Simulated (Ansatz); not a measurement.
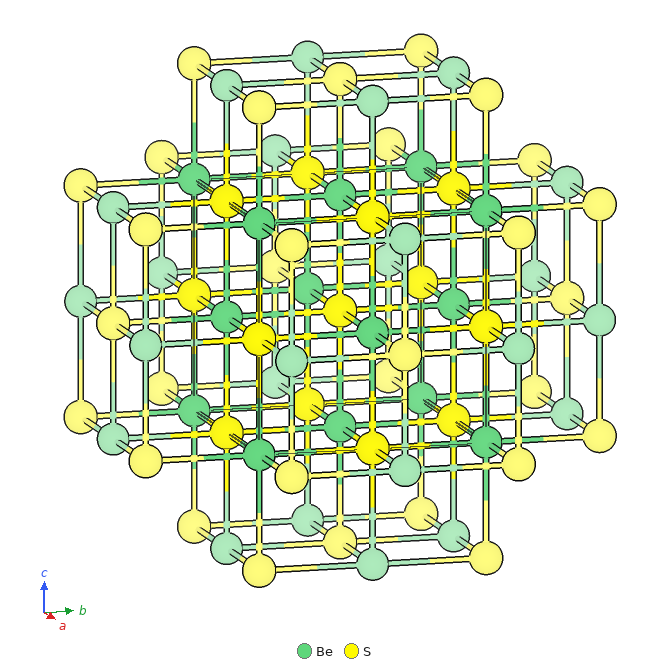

View slightly off an axis, drawn as a ball-and-stick model. Atoms at the boundary of the conventional unit cell (the box) are drawn once for each face, edge or corner they touch. The bonded neighbours beyond the faces are included, in fainter colours.

BeS, rock salt (NaCl type), space group Fm-3m (No. 225), a = 4.449 Å, b = 4.449 Å, c = 4.449 Å, α = 90.00°, β = 90.00°, γ = 90.00°. The structure was taken from a structure type filled with these elements by a generator (whether the compound takes this form wasn't checked). The cell was then strained or its atoms displaced on purpose. It was the input of a calculation with Ansatz.

This one geometry was computed with Ansatz (DFT, plane waves, PAW) at three levels of theory: r2SCAN, PBE and HSE06. It was relaxed with r2SCAN and then strained.

### Which level gives the highest pressure at this volume, and what does that say about its equilibrium volume?

Highest: r2SCAN (17.0 GPa), which points to the largest equilibrium volume. Lowest, with the smallest volume: HSE06 (15.1 GPa). Levels within 0.5 GPa of each other can't be told apart.

### How does the band gap change with the level of theory?

PBE: a gap of 1.01 eV, indirect; r2SCAN: a gap of 1.35 eV, indirect; HSE06: a gap of 1.79 eV, indirect.

### Collect the results in a table.

| level | cutoff (eV) | k-mesh of the run's cell | gap (eV) | pressure (GPa) |
| --- | --- | --- | --- | --- |
| r2SCAN | 500 | 10×10×10 | 1.35 | 17.0 |
| PBE | 420 | 10×10×10 | 1.01 | 16.1 |
| HSE06 | 420 | 6×6×6 | 1.79 | 15.1 |

Gaps are taken on the k-mesh or band path of each run.
